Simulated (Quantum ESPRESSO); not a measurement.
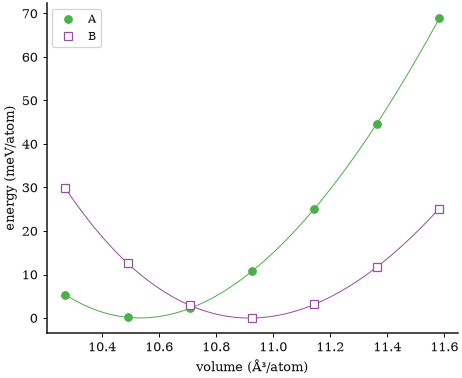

The figure shows the energy against volume, with one curve for each functional, for CoSi (space group P2_13). The labels are replaced by letters. In alphabetical order the cases are: PBE; SOGGA.

Computed with Quantum ESPRESSO 7.5: plane-wave DFT, collinear spins; energies at scaled volumes of the given cell, shape and fractions fixed, counted from the fit's minimum, third-order Birch-Murnaghan fit. All runs: collinear spin.

- k mesh: 3×3×3
- occupations: Fermi–Dirac
- smearing width: 0.05 eV
- potentials: PseudoDojo 0.4.1 SR PBE standard
- wave cutoff: 1306 eV
- density cutoff: 5225 eV

Which letter stands for which functional?

A: SOGGA; B: PBE.

Limits of the calculation: coarse k mesh; potentials made for another functional (SOGGA); sogga exchange with the correlation of pbe (SOGGA); shape and atomic fractions are frozen while scaling, which makes layered, chain and framework solids too stiff.
